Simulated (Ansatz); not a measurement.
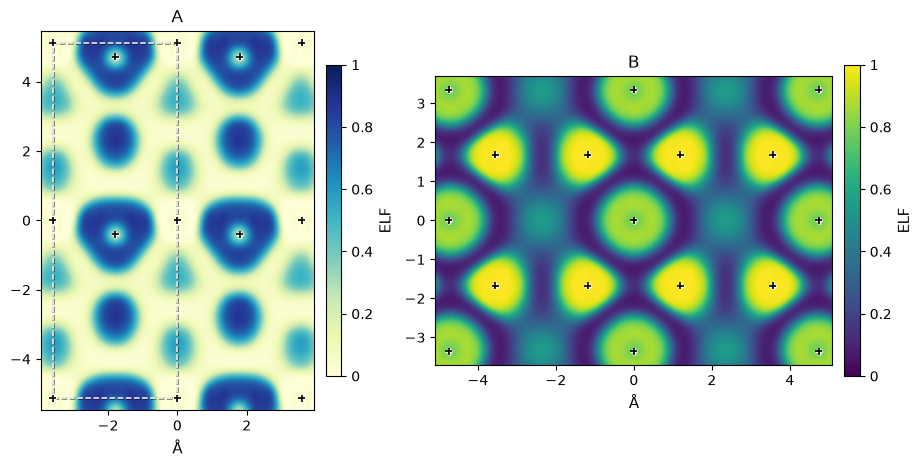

The electron localisation function of 2 systems, each on a plane through atoms (crosses mark nuclei in the plane).

These are results of Ansatz, Kohn-Sham DFT of a periodic cell, r2SCAN, Ansatz PAW, not measurements.

System 1: AlO₂, the (110) plane of the conventional cell. Space group Cmcm; a structure from a database of computed crystals, not necessarily the ambient phase.

```yaml
crystal:
  lattice:
    - [2.90362, 0.00000, 0.00000]
    - [0.00000, 9.83149, 0.00000]
    - [0.00000, 0.00000, 3.59212]
  atoms:
    - { symbol: Al, position: [0.00000, 0.33773, 0.75000] }
    - { symbol: Al, position: [0.50000, 0.83773, 0.75000] }
    - { symbol: Al, position: [0.00000, 0.66227, 0.25000] }
    - { symbol: Al, position: [0.50000, 0.16227, 0.25000] }
    - { symbol: O, position: [0.00000, 0.97119, 0.75000] }
    - { symbol: O, position: [0.50000, 0.47119, 0.75000] }
    - { symbol: O, position: [0.00000, 0.02881, 0.25000] }
    - { symbol: O, position: [0.50000, 0.52881, 0.25000] }
    - { symbol: O, position: [0.00000, 0.70489, 0.75000] }
    - { symbol: O, position: [0.50000, 0.20489, 0.75000] }
    - { symbol: O, position: [0.00000, 0.29511, 0.25000] }
    - { symbol: O, position: [0.50000, 0.79511, 0.25000] }
```

System 2: LuH₂, the (101) plane of the conventional cell. Space group Fm-3m; computed pressure about 20 GPa in this cell.

```
CELL_PARAMETERS angstrom
4.74366 0.00000 0.00000
0.00000 4.74366 0.00000
0.00000 0.00000 4.74366
ATOMIC_POSITIONS crystal
Lu 0.00000 0.00000 0.00000
Lu 0.50000 0.50000 0.00000
Lu 0.50000 0.00000 0.50000
Lu 0.00000 0.50000 0.50000
H 0.75000 0.25000 0.25000
H 0.25000 0.75000 0.25000
H 0.25000 0.25000 0.75000
H 0.75000 0.75000 0.75000
H 0.25000 0.25000 0.25000
H 0.75000 0.75000 0.25000
H 0.75000 0.25000 0.75000
H 0.25000 0.75000 0.75000
```

Match each panel to its system.

Panel A is system 1, AlO₂: the plane holds Al and O. Al–O (1.84 Å): the ELF peaks at about 0.85 in the valence shell of O, 0.6 Å from its nucleus, and is about 0.85 at the midpoint. Panel B is system 2, LuH₂: the plane holds Lu and H. Lu–H (2.05 Å): the ELF climbs to about 1 towards the hydrogen.
